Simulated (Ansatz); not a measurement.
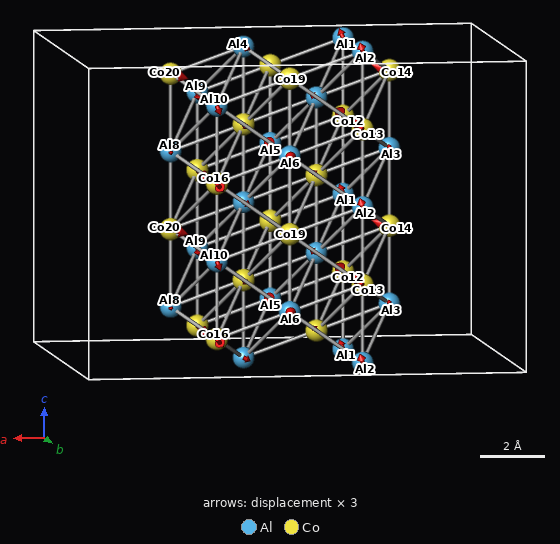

A relaxation of a wire of composition AlCo. The starting structure is drawn; red arrows show the displacements (the part carried along by the change of the cell is left out), 3 times their true length.

The picture is a ball-and-stick view of the 2 repeat of the cell, with the vacuum cut short, seen from a free direction.

Case: wire along [1 1 1], 20 atoms a period.

Level of theory: DFT PBE, scalar-relativistic, plane waves, PAW in Ansatz 0.2.0. Set-up: plane-wave cutoff 420 eV; k-point mesh 1 × 1 × 11; occupations gaussian; smearing width 0.05 eV; no spin polarisation; cell relaxed at fixed a, b, alpha, beta, gamma; force threshold 0.02 eV/Å; at most 45 steps.

> What happened in the run?

After 4 accepted moves (5 points after the start) the energy has fallen by 0.863 eV per cell of the calculation. Largest force component: 1 eV/Å at the start, 0.012 eV/Å at the end. The SCF was repeated once at an unchanged geometry on a basis and grid sized afresh for the cell, which shifted the energy by 3.8 meV per cell of the calculation at most. The largest moves relative to the layer's centre, 0.20 Å, are those of Co atoms. Largest moves by element: Co 0.20 Å, Al 0.15 Å. Along the periodic axis the drawn cell goes c 9.879 → 9.588 Å (−2.9 %). Near-neighbour distances that change, for instance: Al–Al 2.852 → 2.653 Å, Co–Co 2.852 → 2.667 Å, Co–Co 2.852 → 2.694 Å, Al–Co 2.470 → 2.330 Å.

Limits of the set-up: the k-point mesh is coarse for a cell with partly filled bands.
